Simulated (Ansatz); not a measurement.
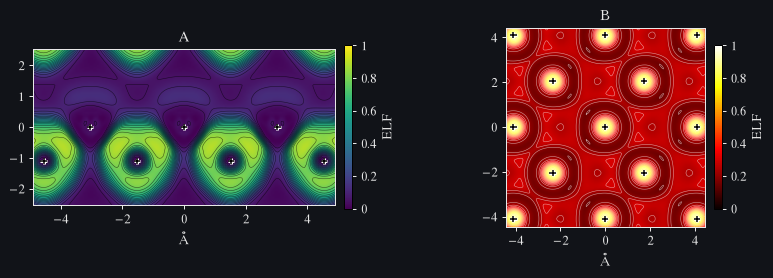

The ELF of 2 systems, each on a plane through atoms (crosses mark nuclei in the plane).

These are results of Ansatz, DFT r2SCAN, scalar-relativistic, plane waves, PAW, not measurements.

System 1: AlN, the (010) plane of the conventional cell. Space group Imm2; a structure from a database of computed crystals, not necessarily the ambient phase; changed on purpose from its base cell (strain +0.0350 x Voigt [0, 0, 0, 0, 0, 1], atoms carried along); not relaxed (largest force 0.3 eV/Å).

System 2: Cu, the (100) plane of the conventional cell. Space group Cmcm; a structure from a database of computed crystals, not necessarily the ambient phase; computed without spin polarisation.

Which map belongs to which system?

Panel A is system 1, AlN: the plane holds Al and N. Al–N (1.87 Å): the ELF peaks at about 0.90 in the valence shell of N, 0.7 Å from its nucleus, and is about 0.85 at the midpoint. Panel B is system 2, Cu: the plane holds Cu. Cu–Cu (2.69 Å): the ELF is about 0.25 at the midpoint (no localised pair shows between them).
